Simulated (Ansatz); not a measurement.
System: SrTiO₂.

Input

```
crystal:
  lattice:
    - [3.3213756733, 0.0, 0.0]
    - [-1.6606878366, 2.8763957086, 0.0]
    - [0.0, 0.0, 13.1145663812]
  atoms:
    - { symbol: Sr, position: [0.6666666667, 0.3333333333, 0.75] }
    - { symbol: Sr, position: [0.3333333333, 0.6666666667, 0.25] }
    - { symbol: Ti, position: [0.0, 0.0, 0.0], spin: 0.48 }
    - { symbol: Ti, position: [0.0, 0.0, 0.5], spin: 0.48 }
    - { symbol: O, position: [0.3333333333, 0.6666666667, 0.4316826945] }
    - { symbol: O, position: [0.3333333333, 0.6666666667, 0.0683173055] }
    - { symbol: O, position: [0.6666666667, 0.3333333333, 0.5683173055] }
    - { symbol: O, position: [0.6666666667, 0.3333333333, 0.9316826945] }
basis:
  ecutwfc: 420
kpoints:
  mp_grid: { grid: [12, 12, 4] }
hamiltonian:
  xc: pbe
scf:
  occupations: { method: gaussian, width: 0.1 }
output:
  forces: true
  stress: true
  eigenvalues: true
  populations: true
  write_density: true
  write_potential: true
  elf: true
  volumetric_format: npy
magnetization:
  spin_polarized: true
relax:
  adjacent_minimum: "off"
  f_tol: 0.01
  max_steps: 80
  cell: { stress_tol: 0.05 }
```

Launched as:

```sh
ansatz run input.yaml --threads 1 --pin off --max-ram 2560MiB --backend cpu --events-out ev --progress --plain --runs-dir out
```

Below, planes, directions and counts refer to the conventional cell (a = 3.30 Å, b = 3.30 Å, c = 13.23 Å, α = 90.00°, β = 90.00°, γ = 120.00°).

The fields are those of the run's last geometry, not of the input's.

Space group P6₃/mmc; a structure generated by program, which may or may not match a known phase; spin-polarised.

Method: DFT PBE, scalar-relativistic, plane waves, PAW (Ansatz 0.2.0).

**What will maps of the valence pseudo-density, electron localisation function and spin density show?**

Ti–O (2.11 Å): the density is about 0.48 e/Å³ at the midpoint; the ELF peaks at about 0.85 in the valence shell of O, 0.6 Å from its nucleus, and is about 0.20 at the midpoint: no localised pair shows between them.
Sr–O (2.39 Å): the density is about 0.34 e/Å³ at the midpoint; the ELF peaks at about 0.85 in the valence shell of O, 0.6 Å from its nucleus, and drops to about 0.10 between the two atoms (no localised pair shows between them).
The spin density sits on Ti: +0.5 μB (×2) in one cell of 8 atoms: parallel main moments (a ferromagnetic arrangement) in this solution. The cell of the calculation (8 atoms) carries 1.4 μB of net spin moment.

**Metal or insulator at this level of theory?**

It is gapless in this calculation (a metal or semimetal); semilocal functionals without U, or without the true magnetic order, often close the gap of such compounds.

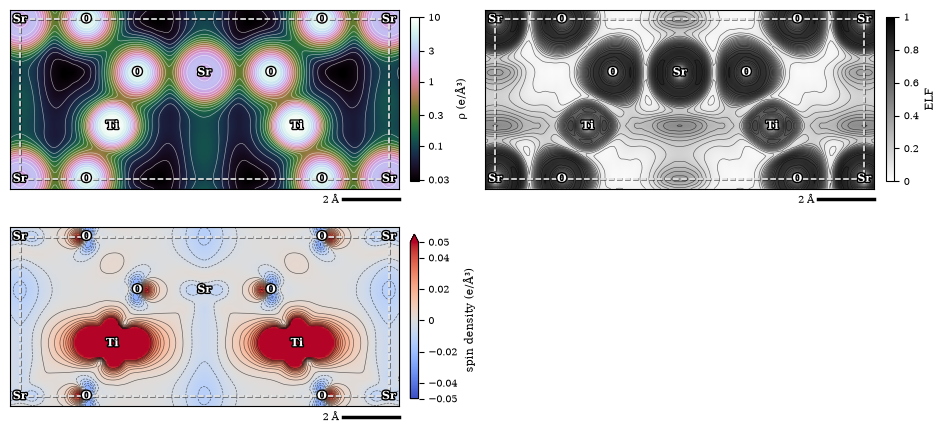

Computed valence pseudo-density, electron localisation function and spin density on the (110) plane of the conventional cell, in this order. 

In a PAW calculation such maps are meaningful between the atoms, not at the nuclei.
